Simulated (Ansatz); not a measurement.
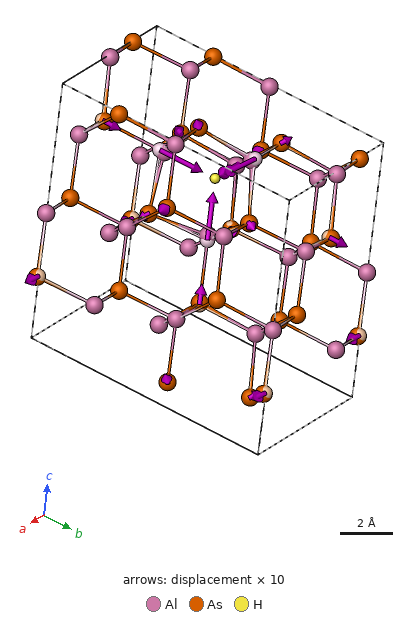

A relaxation of a defect cell of composition Al16As16H (cell charge −1). The starting structure is drawn faded, the final one solid; purple arrows show the displacements, 10 times their true length.

A ball-and-stick model of the cell of the calculation (origin shifted), seen slightly off an axis.

Case: H interstitial, charge -1, atoms relaxed at the host's cell.

These are results of DFT PBE, scalar-relativistic, plane waves, PAW (Ansatz), not measurements.

Input file:
```yaml
crystal:
  lattice:
    - [-5.7279123196, 5.7279123196, -5.7279123196]
    - [-5.7279123196, -5.7279123196, 5.7279123196]
    - [5.7279123196, 5.7279123196, 5.7279123196]
  atoms:
    - { symbol: Al, position: [0.7507017045, 0.7507017045, 0.5021377643] }
    - { symbol: Al, position: [0.5014360598, 0.0, 0.4992982955] }
    - { symbol: Al, position: [0.4985639402, 0.7478622357, 0.7485639402] }
    - { symbol: Al, position: [0.2434889457, 0.2434889457, 0.4934889457] }
    - { symbol: Al, position: [0.2492982955, 0.0, 0.7514360598] }
    - { symbol: Al, position: [0.2521377643, 0.7507017045, 0.0007017045] }
    - { symbol: Al, position: [0.0, 0.5014360598, 0.4992982955] }
    - { symbol: Al, position: [0.0, 0.2492982955, 0.7514360598] }
    - { symbol: Al, position: [0.0, 0.0, 0.0065110543] }
    - { symbol: Al, position: [0.0, 0.7565110543, 0.25] }
    - { symbol: Al, position: [0.7478622357, 0.4985639402, 0.7485639402] }
    - { symbol: Al, position: [0.7507017045, 0.2521377643, 0.0007017045] }
    - { symbol: Al, position: [0.7565110543, 0.0, 0.25] }
    - { symbol: Al, position: [0.4985639402, 0.4985639402, -0.0021377643] }
    - { symbol: Al, position: [0.5014360598, 0.2492982955, 0.25] }
    - { symbol: Al, position: [0.2492982955, 0.5014360598, 0.25] }
    - { symbol: As, position: [0.0, 0.0, 0.753313163] }
    - { symbol: As, position: [0.75, 0.25, 0.75] }
    - { symbol: As, position: [0.7475342208, 0.0, -0.0024657792] }
    - { symbol: As, position: [0.496686837, 0.496686837, 0.746686837] }
    - { symbol: As, position: [0.5, 0.25, 0.0] }
    - { symbol: As, position: [0.503313163, 0.0, 0.25] }
    - { symbol: As, position: [0.25, 0.75, 0.75] }
    - { symbol: As, position: [0.25, 0.5, 0.0] }
    - { symbol: As, position: [0.2524657792, 0.2524657792, 0.25] }
    - { symbol: As, position: [0.2524657792, 0.0, 0.5024657792] }
    - { symbol: As, position: [0.0, 0.7475342208, -0.0024657792] }
    - { symbol: As, position: [0.0, 0.503313163, 0.25] }
    - { symbol: As, position: [0.0, 0.2524657792, 0.5024657792] }
    - { symbol: As, position: [0.7475342208, 0.7475342208, 0.25] }
    - { symbol: As, position: [0.75, 0.5, 0.5] }
    - { symbol: As, position: [0.5, 0.75, 0.5] }
    - { symbol: H, position: [0.0, 0.0, 0.25] }
  host:
    lattice:
      - [0.0, 2.8639561598, 2.8639561598]
      - [2.8639561598, 0.0, 2.8639561598]
      - [2.8639561598, 2.8639561598, 0.0]
    atoms:
      - { symbol: Al, position: [0.0, 0.0, 0.0] }
      - { symbol: As, position: [0.75, 0.75, 0.75] }
total_charge: -1
basis:
  ecutwfc: 420
  xc_grid: 2
kpoints:
  mp_grid: { grid: [2, 2, 2], shift: [0.5, 0.5, 0.5] }
hamiltonian:
  xc: pbe
scf:
  occupations: { method: gaussian, width: 0.01 }
output:
  forces: true
  stress: false
  eigenvalues: true
  charged_corrections:
    defect_position: [0.0, 0.0, 0.25]
    epsilon: [[11.5641, 0.0, 0.0], [0.0, 11.5641, 0.0], [0.0, 0.0, 11.5641]]
relax:
  adjacent_minimum: "off"
  f_tol: 0.025
  max_steps: 45
```

Launched with:
```bash
ansatz run input.yaml --threads 4 --pin off --max-ram 10240MiB --backend cpu --events-out ev --progress --plain --runs-dir out
```

Question: Atoms of which element are displaced furthest, and by how much?

Answer: Aluminium: up to 0.19 Å, against 0.08 Å for arsenic.

Question: What did the optimiser do to the structure, and how much energy did it gain?

Answer: Over 3 geometry steps the energy falls by 0.318 eV per cell of the calculation. The largest force component goes from 0.45 to 0.0046 eV/Å. The largest moves, 0.19 Å, are those of Al4, Al9, Al10 and Al13. Al9 goes along +c. Largest moves by element: Al 0.19 Å, As 0.08 Å. H stays in place. The cell doesn't change. Near-neighbour distances that change, for instance: Al10–As28 2.512 → 2.619 Å, Al10–As26 2.476 → 2.464 Å, Al11–As27 2.481 → 2.473 Å, Al11–As20 2.480 → 2.485 Å. Bond angles that change, for instance: Al4–As25–Al9 105.6° → 95.0°, As19–Al13–As22 107.5° → 102.2°, As19–Al13–As29 111.3° → 115.6°.

Limits of the set-up: the cell is charged, on a uniform background, and energies carry no finite-size correction.
